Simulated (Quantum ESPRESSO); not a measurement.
## Energy of Cr along an even scaling of the cell

System: Cr (2 atoms in the cell).
Method: Kohn-Sham DFT of a periodic cell, PBEsol, GBRV 1.5 PBEsol, spin-polarised (Quantum ESPRESSO 7.5).

The 7 runs differ only in the geometry, by an even scaling of the cell at fixed fractional positions. The structure derives from a Materials Project entry.

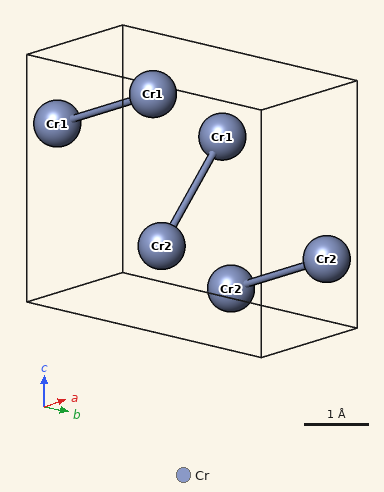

Figure 1. The structure of run 4 (ball-and-stick view of the cell 2 times as large as that of the calculation, set on its symmetry axes, seen at an oblique angle; atoms are numbered from 1 in the order of the input). An atom can appear more than once, as a periodic image.

### The input of run 4
```
&CONTROL
  calculation = 'scf'
  prefix = 'pwscf'
  outdir = './tmp'
  pseudo_dir = './pseudo'
  tprnfor = .true.
  tstress = .true.
  disk_io = 'low'
/
&SYSTEM
  ibrav = 0
  celldm(1) = 8
  nat = 2
  ntyp = 1
  ecutwfc = 45
  ecutrho = 360
  nbnd = 24
  occupations = 'smearing'
  smearing = 'fd'
  degauss = 0.00367493
  nspin = 2
  starting_magnetization(1) = 0.2143
/
&ELECTRONS
  conv_thr = 4d-10
  electron_maxstep = 120
  mixing_beta = 0.3
/
ATOMIC_SPECIES
Cr    51.9961 cr_pbesol_v1.5.uspp.F.UPF
CELL_PARAMETERS alat
  0.2709514131955  -0.5827502274215   0.0000000000000
  0.2709514131955   0.5827502274215   0.0000000000000
  0.0000000000000   0.0000000000000   0.9600542729969
ATOMIC_POSITIONS crystal
Cr     0.8705325800    0.1294674200    0.7500000000
Cr     0.1294674200    0.8705325800    0.2500000000
K_POINTS automatic
13 13 7 0 0 0
```

### File pp_density.in of run 4
```
&INPUTPP
  prefix = 'pwscf'
  outdir = './tmp'
  filplot = 'density.dat'
  plot_num = 0
/
&PLOT
  nfile = 1
  filepp(1) = 'density.dat'
  iflag = 3
  output_format = 6
  fileout = 'density.cube'
/
```

### File pp_potential.in of run 4
```
&INPUTPP
  prefix = 'pwscf'
  outdir = './tmp'
  filplot = 'potential.dat'
  plot_num = 11
/
&PLOT
  nfile = 1
  filepp(1) = 'potential.dat'
  iflag = 3
  output_format = 6
  fileout = 'potential.cube'
/
```

### File pp_spin.in of run 4
```
&INPUTPP
  prefix = 'pwscf'
  outdir = './tmp'
  filplot = 'spin.dat'
  plot_num = 6
/
&PLOT
  nfile = 1
  filepp(1) = 'spin.dat'
  iflag = 3
  output_format = 6
  fileout = 'spin.cube'
/
```

Command:
```bash
OMP_NUM_THREADS=1 mpirun -n 2 pw.x -nk 2 -in pw.in > pw.out
OMP_NUM_THREADS=1 mpirun -n 1 pp.x -in pp_density.in > pp_density.out
OMP_NUM_THREADS=1 mpirun -n 1 pp.x -in pp_potential.in > pp_potential.out
OMP_NUM_THREADS=1 mpirun -n 1 pp.x -in pp_spin.in > pp_spin.out
```

Lattice vectors (Å) and fractional positions of run 4:
```
   1.147051   -2.467025    0.000000
   1.147051    2.467025    0.000000
   0.000000    0.000000    4.064311
Cr  0.870533  0.129467  0.750000
Cr  0.129467  0.870533  0.250000
```

Run 6 has the same physical settings and fractional positions; its lattice vectors (Å) are:
```
   1.162145   -2.499490    0.000000
   1.162145    2.499490    0.000000
   0.000000    0.000000    4.117795
```

### Results, with one run withheld

```tsv
run	volume per atom (Å³)	free energy per atom, from the lowest run given (meV)	pressure (GPa)
1	10.811	28.49	15.76
2	11.041	10.35	9.24
3	11.271	1.16	3.34
4	11.501	0.00	−1.96
5	11.731	6.10	−6.76
6	11.961	?	?
7	12.191	37.25	−14.97
```

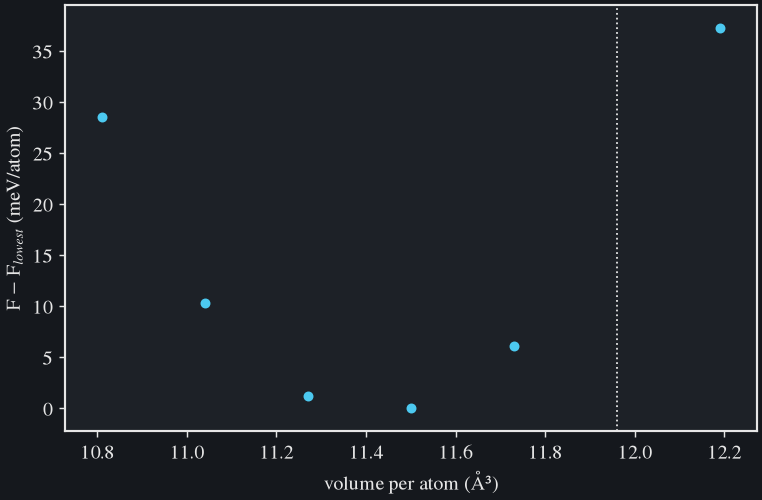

Figure 2. Free energy per atom of the runs given; the dotted line marks run 6.

Fit the runs given and predict run 6.

A cubic polynomial in V^(−2/3) (the Birch–Murnaghan form), fitted to the 6 runs given, misses them by at most 0.01 meV per atom. With x = V^(−2/3) − 0.19731 Å⁻², it reads F = −0.45017 + 126.39 x + 5.3597e+05 x² + 2.4168e+05 x³ (meV per atom). At run 6 it gives 18.73 meV per atom, and the run itself gives 18.73. The slope of the fit gives a pressure −dF/dV of −10.92 GPa there, and the run prints −11.07 GPa. The two needn't agree exactly: the fit is approximate, and the printed stress is taken on a finite basis. The fit has its minimum at 11.420 Å³ per atom, where V d²F/dV² gives 260 GPa. Cell shape and fractional positions are held, so this is the stiffness under even scaling; the relaxed bulk modulus wasn't computed.

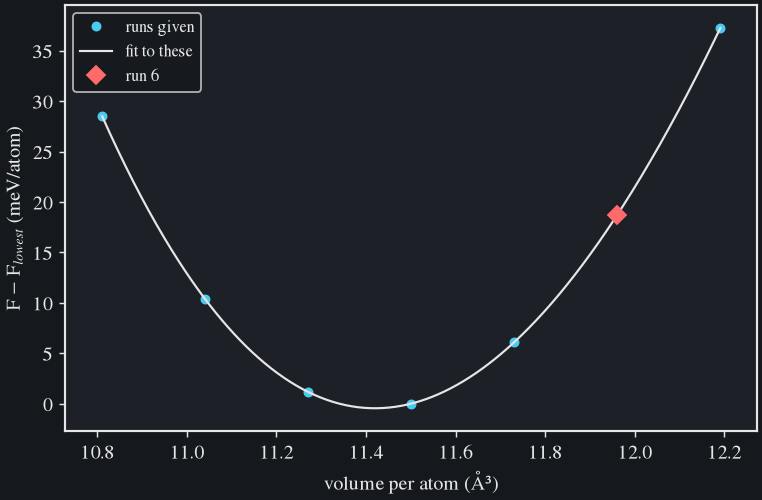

Figure 3. The fit and the withheld run.

### Some lines of the output (run 6)
```
[...]
     total energy              =    -350.72923967 Ry
     total energy              =    -350.72928279 Ry
     total energy              =    -350.72930290 Ry
     total energy              =    -350.72932571 Ry
     total energy              =    -350.72934840 Ry
     total energy              =    -350.72935037 Ry
     total energy              =    -350.72935032 Ry
     total energy              =    -350.72935075 Ry
     total energy              =    -350.72935076 Ry
     the Fermi energy is    18.5299 ev
!    total energy              =    -350.72935076 Ry
     The total energy is F=E-TS. E is the sum of the following terms:
     Computing stress (Cartesian axis) and pressure
          total   stress  (Ry/bohr**3)                   (kbar)     P=     -110.75
```

Notes on the run: negative rho.
